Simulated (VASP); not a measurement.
## Electronic structure of Ge (slab) in real space

```cif
data_structure
_symmetry_space_group_name_H-M 'P 1'
_symmetry_Int_Tables_number 1
_cell_length_a 4.0007
_cell_length_b 8.0014
_cell_length_c 20.4434
_cell_angle_alpha 90.000
_cell_angle_beta 90.000
_cell_angle_gamma 90.000
_cell_volume 654.41
loop_
_atom_site_label
_atom_site_type_symbol
_atom_site_fract_x
_atom_site_fract_y
_atom_site_fract_z
_atom_site_occupancy
Ge1 Ge 0.50000 0.41386 0.42968 1
Ge2 Ge 0.00000 0.24761 0.45413 1
Ge3 Ge 0.00000 0.00580 0.53197 1
Ge4 Ge 0.50000 0.03947 0.60693 1
Ge5 Ge 0.50000 0.71053 0.39307 1
Ge6 Ge 0.00000 0.74420 0.46803 1
Ge7 Ge 0.00000 0.50239 0.54587 1
Ge8 Ge 0.50000 0.33614 0.57032 1
```

Theory: Kohn-Sham DFT of a periodic cell, PBEsol, VASP PAW PBE potentials, recommended (VASP 6.6.1).

Core electrons are frozen (PAW), and the valence fields are smoothed inside the atomic spheres.

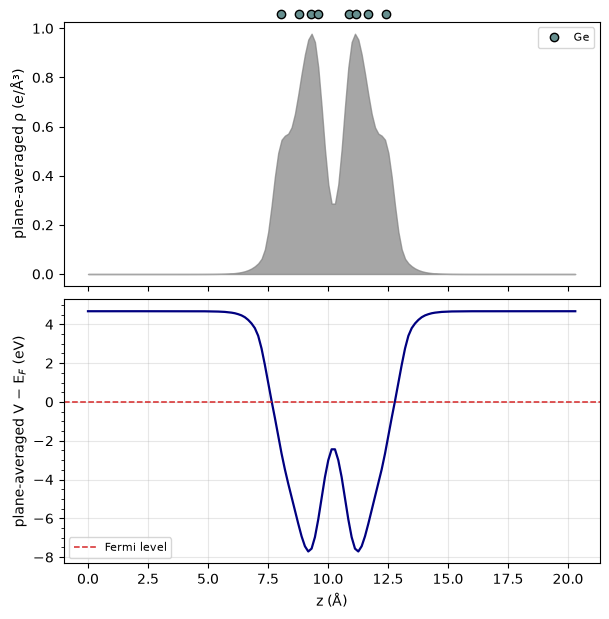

Figure 1. Plane average of the electrostatic potential (local pseudopotential plus Hartree) felt by an electron and of the valence charge density (pseudo) across the slab. Circles mark the heights of the atoms.

### How far above the Fermi level of the calculation is the vacuum level?

4.7 eV.

### How thick is the slab, and how wide the vacuum?

The outermost nuclei are 4.4 Å apart, in 6 atomic planes; the vacuum between periodic images is 16.1 Å wide.

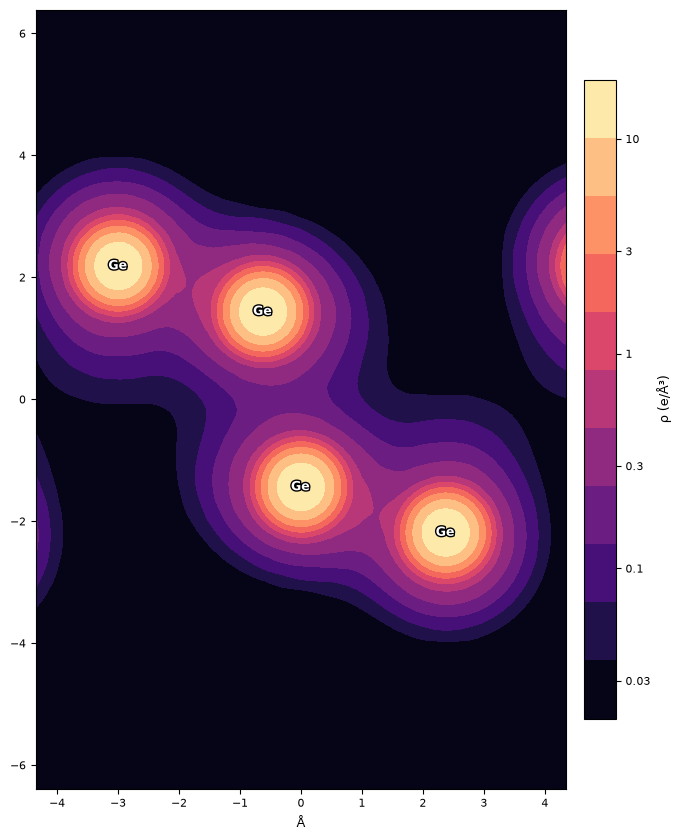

Figure 2. Valence charge density (pseudo) on the (100) plane of the calculation cell, a cut from vacuum to vacuum.

### What do the fields say about this system?

- Atoms in the plane: Ge.
- Ge–Ge (2.49 Å): ρ is about 0.45 e/Å³ halfway.
- The density dies away to nearly zero in the vacuum.
